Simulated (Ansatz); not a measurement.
Geometry relaxation of Bi$_{2}$Te$_{3}$ (part 1 of 2)

Bi$_{2}$Te$_{3}$ (R-3m, 5 atoms in the cell), computed with DFT PBE, scalar-relativistic, plane waves, PAW, no spin polarisation (Ansatz 0.2.0).

It belongs to a series of runs on one base structure; here: volume × 1.040. Figures and captions count atoms from 1; the log counts them from 0 in places.

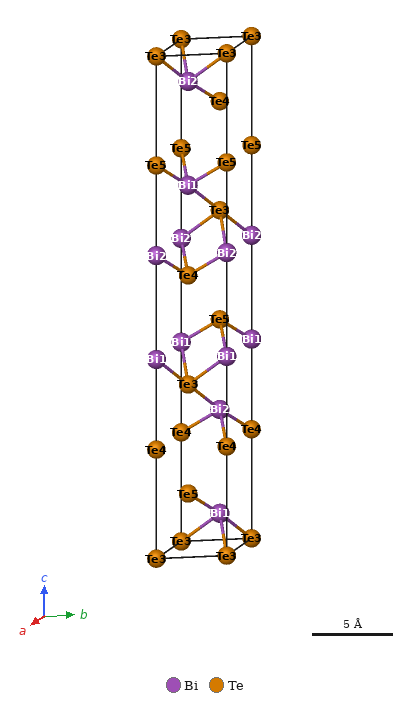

The starting structure (ball-and-stick view of the cell 3 times as large as that of the calculation, set on its symmetry axes, seen slightly off an axis; atoms are numbered from 1 in the order of the input). An atom can appear more than once, as a periodic image. Near neighbours in the periodic cell (some may lie outside the picture): Bi has 6 Te at 3.11 to 3.31 Å; Te has 6 Bi at 3.31 Å; Te has 3 Bi at 3.11 Å.

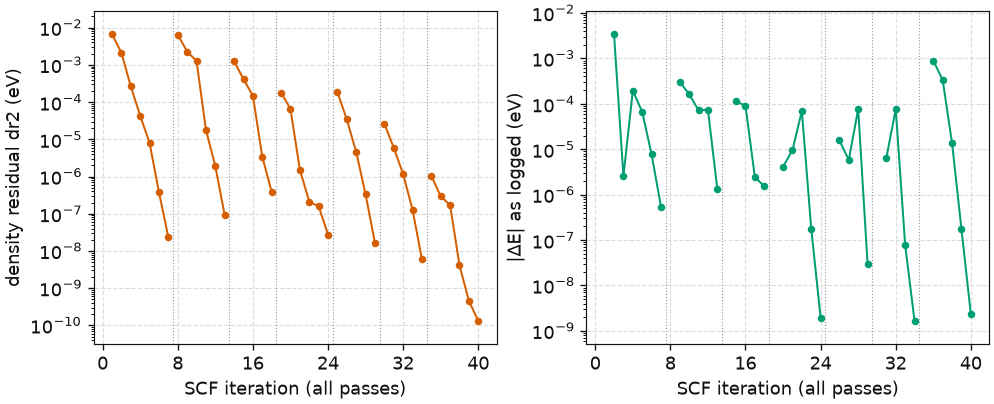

Convergence of the self-consistent field: density residual dr2 and size of the energy change against the SCF iteration. The dotted lines part the SCF passes of the relaxation: geometry steps, rejected trials and re-solves on a re-selected basis. The 7 passes take 5 to 7 iterations each, 40 in all.

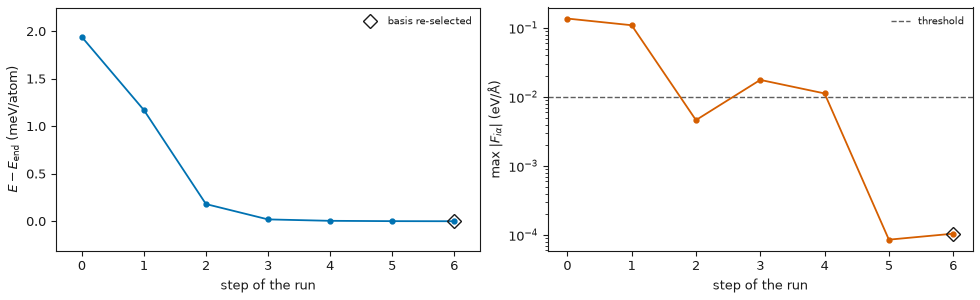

Progress of the relaxation, step by step (the first geometry is step 0 here and step 1 in the log).

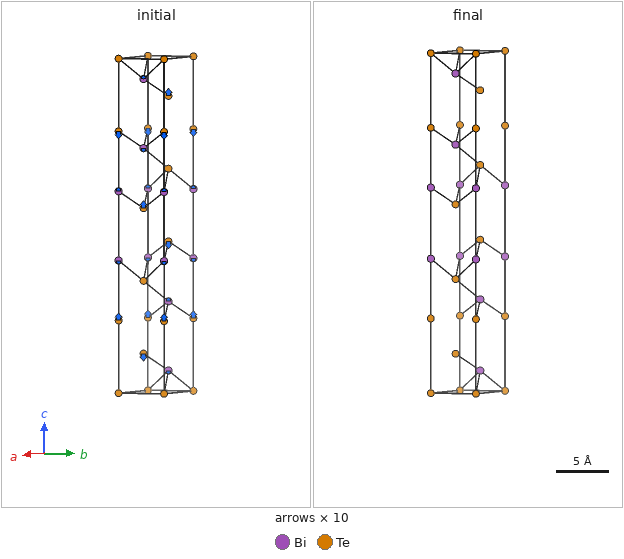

Before (left) and after (right) the relaxation, at one scale (ball-and-stick view of the cell 3 times as large as that of the calculation, set on its symmetry axes, seen at an oblique angle). The blue arrows give the displacements (without the part carried along by the change of the cell), magnified 10 times. The energy falls by 1.9 meV per atom in 5 geometry steps. The largest force component goes from 0.14 to 0.00011 eV/Å. The pressure goes from −1.01 to −0.23 GPa. The largest moves relative to the cell, 0.080 Å, are those of Te4 and Te5. By element the largest moves are Te 0.080 Å, Bi 0.042 Å. The drawn cell changes at constant volume: a = b 4.487 → 4.451 Å (−0.8 %), c 32.678 → 33.210 Å (+1.6 %). Among the contacts that change: Bi1–Te5 3.113 → 3.090 Å, Bi1–Te3 3.315 → 3.293 Å. The space group stays R-3m (No. 166). A last SCF at the same geometry on a re-selected plane-wave basis shifts the energy by next to nothing (0.0 meV per atom). (Atoms are counted from 1 in the order of the input.)

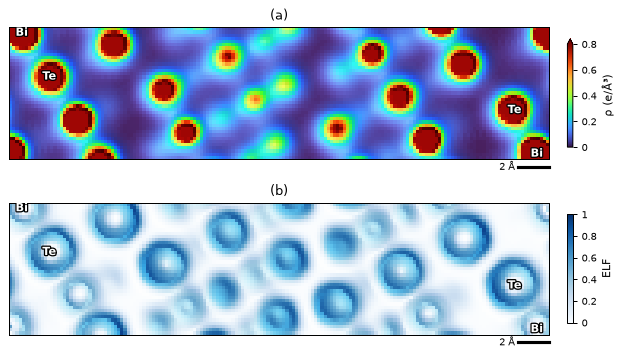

(a) valence pseudo-density; (b) electron localisation function on the (111) plane of the conventional cell. The section cuts through Bi and Te sites. Bi–Te (3.09 Å): ρ at the midpoint is about 0.28 e/Å³; the ELF peaks at about 0.65 in the valence shell of Te, 1.3 Å from its nucleus, and drops to about 0.35 between the two atoms. Bi–Te (3.29 Å): ρ at the midpoint is about 0.19 e/Å³; the ELF peaks at about 0.65 in the valence shell of Te, 1.3 Å from its nucleus, and drops to about 0.30 between the two atoms. Away from the nuclei the density in this plane falls to 0.005 e/Å³ at its lowest. The strong features right at Bi lie inside the PAW spheres (semicore, d or f shells) and say nothing about bonding. Core electrons are frozen (PAW), so the fields are smoothed inside the atomic spheres.

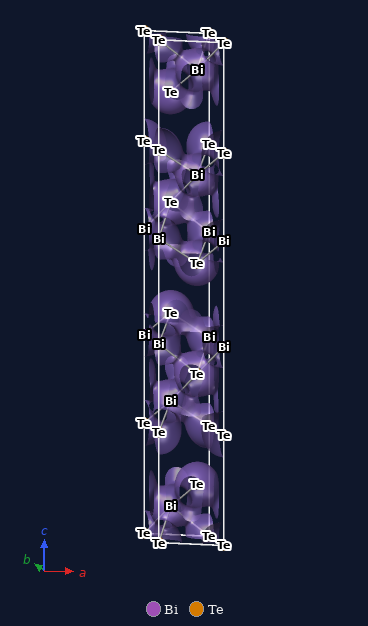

Isosurface of the valence charge density (pseudo) at 0.15 e/Å³ (purple), seen slightly off an axis. Sticks mark near contacts. The outline is the cell set on symmetry axes. At this value the density is joined into sheets; it holds about 90 % of the electrons treated as valence (semicore included). On the grid the lowest density along these lines, outside the cores, is 0.28 e/Å³ (Bi–Te, 3.09 Å) and 0.19 e/Å³ (Bi–Te, 3.29 Å).

The input and output of the run follow.

The input:
```yaml
crystal:
  lattice:
    - [2.2433980531, 1.2952264699, 10.8926434994]
    - [-2.2433980531, 1.2952264699, 10.8926434994]
    - [0.0, -2.5904529397, 10.8926434994]
  atoms:
    - { symbol: Bi, position: [0.3966246676, 0.3966246676, 0.3966246676] }
    - { symbol: Bi, position: [0.6033753324, 0.6033753324, 0.6033753324] }
    - { symbol: Te, position: [0.0, 0.0, 0.0] }
    - { symbol: Te, position: [0.2172118431, 0.2172118431, 0.2172118431] }
    - { symbol: Te, position: [0.7827881569, 0.7827881569, 0.7827881569] }
basis:
  ecutwfc: 420
  ecutrho_ratio: 4
kpoints:
  mp_grid: { grid: [8, 8, 8] }
hamiltonian:
  xc: pbe
scf:
  occupations: { method: gaussian, width: 0.05 }
output:
  forces: true
  stress: true
  eigenvalues: true
  write_density: true
  write_potential: true
  elf: true
  volumetric_format: npy
relax:
  f_tol: 0.01
  max_steps: 40
  cell: { stress_tol: 0.1, fix: [volume] }
```

Launch command:
```bash
ansatz run input.yaml --threads 4 --pin off --max-ram 7168MiB --backend cpu --events-out ev --progress --plain --runs-dir out
```

Log:
```
basis.fft_grid_basis auto: the FFT boxes are laid along the combinations [[1, -1, 0], [0, 1, 0], [0, -1, 1]] of the cell's own vectors, 4.487, 11.196 and 4.487 Å long. The dense box has 30×75×30 points. Along the cell's own vectors, as sized, it would have 75×75×75, 6.25 times as many. Of the 12 symmetry operations that the crystal satisfies within crystal.symmetry.tolerance (time reversal apart; of a slab, those that keep its plane) the dense box along the cell's own vectors carries 12, and the one as laid loses 8 of those. basis.fft_grid_basis: typed keeps the cell's own vectors: state it where this run's energies or levels are differenced outside the engine with another run's, or held beside a run that keeps those vectors. Those combinations have planes normal to reciprocal vector 3, as the cell's own vectors have. Each planar average written beside output.write_density, output.write_potential has a row for each plane of the box: 30. The volumetric files lie along those combinations, not along the cell's own vectors: a cube or XSF file states them, and fields.json those of NumPy files.
Engine: ansatz 0.2.0, aarch64-unknown-linux-gnu
Pseudopotentials: kind: paw
Pseudopotential: Bi, paw, valence charge 15, recommended cutoff 420 eV (normal), Bi.paw.azcp
Pseudopotential: Te, paw, valence charge 16, recommended cutoff 420 eV (normal), Te.paw.azcp
Functional definition: PBE
  parameter kappa = 0.804
  parameter beta = 0.06672455060314922
  exchange = pbe_x(kappa = kappa, mu = beta*pi^2/3)
  correlation = pbe_c(beta = beta)
Crystal: 5 atoms, lattice volume = 189.905 Å³
Basis set: ecut = 420 eV, 3691 PW (Γ), FFT grids on a1−a2, a2, −a2+a3, exchange–correlation on 60×150×60 points (8 copies of the dense FFT grid, shifted against one another)
Bands: 47, of which v1, the nominal top of the filled ones, is band 39 counted from 1 (38 counted from 0)
Symmetry: 12 space group operations
Space group: R-3m (ITA 166), of the structure as read, at distance tolerance 5.7e-5 Å
k-points: 65 of 512
Non-local potential: Bi, projectors of the file, l = 0: 2, l = 1: 2, l = 2: 2, l = 3: 2
Non-local potential: Te, projectors of the file, l = 0: 2, l = 1: 2, l = 2: 2, l = 3: 2
PAW form: soft (Blöchl's): semilocal exchange-correlation on the pseudo side does not see the compensation charge
PAW one-centre angular grid: Bi, 590 points (default); XC on 64 Gauss nodes
PAW one-centre angular grid: Te, 590 points (default); XC on 64 Gauss nodes
Initial density: superposition of atomic densities (neutral atoms: chi_scale 0, normalization atom), corrected by the library's trained network
Initial wavefunctions: pseudopotential atomic-orbital guess
Functional: x = pbe(κ = 0.804, μ = 0.2195149727645171), c = pbe(β = 0.06672455060314922)
SCF iter   1: F=—  HF=-45734.163151 eV  |F-HF|=—  |Δ(HF+E_count)|=         —  Δρ=1.21e-3  dr2=6.69e-3  ethr=1.77e-3  ⟨swp⟩=9.3  Hψ=13230  notcnv=0  defer=6
preconditioner: auto → Resta (q_TF=auto, 2.352 Å⁻¹)  ε∞=4.1  [insulator: Δε(μ)=0.609 eV  Ē_g=8.145 eV  σ=0.050 eV  W_gap=1.00  n_scr=44 (ndim 8)  ℏωp=14.3 eV  f_vac=0.053  D(μ)=0.00/eV (n_scr^D=0)  ε∞_Penn≈4.1]
SCF iter   2: F=—  HF=-45734.159732 eV  |F-HF|=—  |Δ(HF+E_count)|=   3.42e-3  Δρ=5.88e-4  dr2=2.11e-3  ethr=8.57e-6  ⟨swp⟩=2.1  Hψ=6189  notcnv=0  defer=34
SCF iter   3: F=—  HF=-45734.159729 eV  |F-HF|=—  |Δ(HF+E_count)|=   2.54e-6  Δρ=3.55e-4  dr2=2.63e-4  ethr=2.70e-6  ⟨swp⟩=1.8  Hψ=3165  notcnv=0  defer=34
SCF iter   4: F=—  HF=-45734.159924 eV  |F-HF|=—  |Δ(HF+E_count)|=   1.95e-4  Δρ=1.42e-4  dr2=4.27e-5  ethr=3.37e-7  ⟨swp⟩=2.0  Hψ=4491  notcnv=0  defer=34
SCF iter   5: F=—  HF=-45734.159858 eV  |F-HF|=—  |Δ(HF+E_count)|=   6.66e-5  Δρ=5.84e-5  dr2=7.93e-6  ethr=5.48e-8  ⟨swp⟩=2.0  Hψ=3859  notcnv=0  defer=34
SCF iter   6: F=—  HF=-45734.159865 eV  |F-HF|=—  |Δ(HF+E_count)|=   7.68e-6  Δρ=1.06e-5  dr2=3.72e-7  ethr=1.02e-8  ⟨swp⟩=2.9  Hψ=5390  notcnv=0  defer=34
SCF iter   7: F=-45734.159866 eV  HF=-45734.159866 eV  |F-HF|=1.28e-8  |Δ(HF+E_count)|=   5.45e-7  Δρ=2.64e-6  dr2=2.31e-8  ethr=1.28e-10  ⟨swp⟩=16.2  Hψ=25371  notcnv=0
SCF 1 converged in 7 iterations: F = -45734.159866 eV  dr2 = 2.31e-8
  greatest PAW one-centre occupation: 0.998 electrons in one spin orbital (limit 2), on the Te atom at site 4 (counted from 0), in its partial waves of l = 2
relax step   1: F+E_penalty+E_count = -45734.15986600 eV  Δ(F+E_penalty+E_count) = +0.000e0 eV  max|allowed force component| = 1.369e-1 eV/Å  Δτ_max = 0.0000 Å  P = -1.012 GPa  Ω = 189.905 Å³  fix = [volume]  reactions: volume -1.012 GPa  (7 SCF iters, dr2 threshold 1.00e-7 eV, accepted)
Basis set: ecut = 420 eV, 3697 PW (Γ), FFT grids on a1−a2, a2, −a2+a3, exchange–correlation on 60×150×60 points (8 copies of the dense FFT grid, shifted against one another)
Initial density: handed on by an earlier stage of this run
Initial wavefunctions: those handed on with the density
iter 1 solved again at ethr=8.22e-6 eV; its pass at ethr=3.10e-3 eV (dr2=6.41e-3 eV) is discarded
SCF iter   1: F=—  HF=-45734.163999 eV  |F-HF|=—  |Δ(HF+E_count)|=         —  Δρ=2.20e-3  dr2=6.53e-3  ethr=8.22e-6  ⟨swp⟩=2.2  Hψ=15713  notcnv=0
preconditioner: auto → Resta (q_TF=auto, 2.352 Å⁻¹)  ε∞=4.0  [insulator: Δε(μ)=0.638 eV  Ē_g=8.238 eV  σ=0.050 eV  W_gap=1.00  n_scr=44 (ndim 8)  ℏωp=14.3 eV  f_vac=0.073  D(μ)=0.00/eV (n_scr^D=0)  ε∞_Penn≈4.0]
SCF iter   2: F=—  HF=-45734.163695 eV  |F-HF|=—  |Δ(HF+E_count)|=   3.05e-4  Δρ=1.29e-3  dr2=2.27e-3  ethr=8.22e-6  ⟨swp⟩=1.4  Hψ=3176  notcnv=0
SCF iter   3: F=—  HF=-45734.163857 eV  |F-HF|=—  |Δ(HF+E_count)|=   1.63e-4  Δρ=4.11e-4  dr2=1.27e-3  ethr=2.91e-6  ⟨swp⟩=2.1  Hψ=3594  notcnv=0
SCF iter   4: F=—  HF=-45734.163785 eV  |F-HF|=—  |Δ(HF+E_count)|=   7.21e-5  Δρ=8.92e-5  dr2=1.78e-5  ethr=1.63e-6  ⟨swp⟩=1.7  Hψ=3314  notcnv=0
SCF iter   5: F=—  HF=-45734.163711 eV  |F-HF|=—  |Δ(HF+E_count)|=   7.41e-5  Δρ=2.92e-5  dr2=1.88e-6  ethr=2.28e-8  ⟨swp⟩=2.0  Hψ=4618  notcnv=0
SCF iter   6: F=-45734.163713 eV  HF=-45734.163712 eV  |F-HF|=1.11e-7  |Δ(HF+E_count)|=   1.33e-6  Δρ=6.41e-6  dr2=8.97e-8  ethr=6.41e-10  ⟨swp⟩=13.6  Hψ=25650  notcnv=0
SCF 2 converged in 6 iterations: F = -45734.163713 eV  dr2 = 8.97e-8
  Residual-converged pass: ⟨swp⟩=1.0  Hψ=3317  notcnv=0  max |occ|·‖R‖ = 7.1e-9 eV (tolerance 1.0e-8 eV)  dr2=8.97e-8  dr2_onsite=5.17e-9  max |Δocc| = 3.4e-27
relax step   2: F+E_penalty+E_count = -45734.16371260 eV  Δ(F+E_penalty+E_count) = -3.847e-3 eV  max|allowed force component| = 1.095e-1 eV/Å  Δτ_max = 0.0971 Å  P = -0.040 GPa  Ω = 189.905 Å³  energy of the carried Pulay correction = +9.612e-18 eV  fix = [volume]  reactions: volume -0.040 GPa  (6 SCF iters, dr2 threshold 5.00e-7 eV, accepted)
Basis set: ecut = 420 eV, 3685 PW (Γ), FFT grids on a1−a2, a2, −a2+a3, exchange–correlation on 60×150×60 points (8 copies of the dense FFT grid, shifted against one another)
iter 1 solved again at ethr=1.55e-6 eV; its pass at ethr=3.10e-3 eV (dr2=1.21e-3 eV) is discarded
SCF iter   1: F=—  HF=-45734.168865 eV  |F-HF|=—  |Δ(HF+E_count)|=         —  Δρ=7.49e-4  dr2=1.25e-3  ethr=1.55e-6  ⟨swp⟩=3.0  Hψ=15248  notcnv=0
preconditioner: auto → Resta (q_TF=auto, 2.352 Å⁻¹)  ε∞=4.0  [insulator: Δε(μ)=0.647 eV  Ē_g=8.205 eV  σ=0.050 eV  W_gap=1.00  n_scr=44 (ndim 8)  ℏωp=14.3 eV  f_vac=0.068  D(μ)=0.00/eV (n_scr^D=0)  ε∞_Penn≈4.0]
SCF iter   2: F=—  HF=-45734.168752 eV  |F-HF|=—  |Δ(HF+E_count)|=   1.13e-4  Δρ=4.49e-4  dr2=4.15e-4  ethr=1.55e-6  ⟨swp⟩=1.7  Hψ=3320  notcnv=0
SCF iter   3: F=—  HF=-45734.168662 eV  |F-HF|=—  |Δ(HF+E_count)|=   9.04e-5  Δρ=2.07e-4  dr2=1.47e-4  ethr=5.32e-7  ⟨swp⟩=1.6  Hψ=3266  notcnv=0
SCF iter   4: F=—  HF=-45734.168659 eV  |F-HF|=—  |Δ(HF+E_count)|=   2.41e-6  Δρ=3.71e-5  dr2=3.37e-6  ethr=1.88e-7  ⟨swp⟩=2.0  Hψ=4230  notcnv=0
SCF iter   5: F=-45734.168661 eV  HF=-45734.168661 eV  |F-HF|=2.04e-7  |Δ(HF+E_count)|=   1.54e-6  Δρ=1.30e-5  dr2=3.88e-7  ethr=6.41e-10  ⟨swp⟩=13.4  Hψ=28079  notcnv=0
SCF 3 converged in 5 iterations: F = -45734.168661 eV  dr2 = 3.88e-7
  Residual-converged pass: ⟨swp⟩=1.0  Hψ=3318  notcnv=0  max |occ|·‖R‖ = 7.1e-9 eV (tolerance 1.0e-8 eV)  dr2=3.88e-7  dr2_onsite=9.59e-9  max |Δocc| = 9.8e-30
relax step   3: F+E_penalty+E_count = -45734.16866115 eV  Δ(F+E_penalty+E_count) = -4.949e-3 eV  max|allowed force component| = 4.631e-3 eV/Å  Δτ_max = 0.0311 Å  P = -0.360 GPa  Ω = 189.905 Å³  fix = [volume]  reactions: volume -0.360 GPa  (5 SCF iters, dr2 threshold 5.00e-7 eV, accepted)
iter 1 solved again at ethr=2.38e-7 eV; its pass at ethr=3.10e-3 eV (dr2=1.86e-4 eV) is discarded
SCF iter   1: F=—  HF=-45734.169532 eV  |F-HF|=—  |Δ(HF+E_count)|=         —  Δρ=3.07e-4  dr2=1.81e-4  ethr=2.38e-7  ⟨swp⟩=3.1  Hψ=16989  notcnv=0
preconditioner: auto → Resta (q_TF=auto, 2.352 Å⁻¹)  ε∞=4.0  [insulator: Δε(μ)=0.689 eV  Ē_g=8.212 eV  σ=0.050 eV  W_gap=1.00  n_scr=44 (ndim 8)  ℏωp=14.3 eV  f_vac=0.069  D(μ)=0.00/eV (n_scr^D=0)  ε∞_Penn≈4.0]
SCF iter   2: F=—  HF=-45734.169528 eV  |F-HF|=—  |Δ(HF+E_count)|=   4.11e-6  Δρ=1.80e-4  dr2=6.53e-5  ethr=2.32e-7  ⟨swp⟩=1.0  Hψ=3056  notcnv=0
SCF iter   3: F=—  HF=-45734.169538 eV  |F-HF|=—  |Δ(HF+E_count)|=   9.52e-6  Δρ=2.42e-5  dr2=1.53e-6  ethr=8.37e-8  ⟨swp⟩=2.0  Hψ=3684  notcnv=0
SCF iter   4: F=—  HF=-45734.169468 eV  |F-HF|=—  |Δ(HF+E_count)|=   6.99e-5  Δρ=8.80e-6  dr2=2.11e-7  ethr=1.96e-9  ⟨swp⟩=2.0  Hψ=4721  notcnv=0
SCF iter   5: F=—  HF=-45734.169468 eV  |F-HF|=—  |Δ(HF+E_count)|=   1.79e-7  Δρ=3.09e-6  dr2=1.58e-7  ethr=6.42e-11  ⟨swp⟩=11.8  Hψ=22576  notcnv=0
SCF iter   6: F=-45734.169468 eV  HF=-45734.169468 eV  |F-HF|=1.62e-8  |Δ(HF+E_count)|=   1.95e-9  Δρ=1.76e-6  dr2=2.74e-8  ethr=6.42e-11  ⟨swp⟩=8.0  Hψ=19351  notcnv=0
SCF 4 converged in 6 iterations: F = -45734.169468 eV  dr2 = 2.74e-8
```
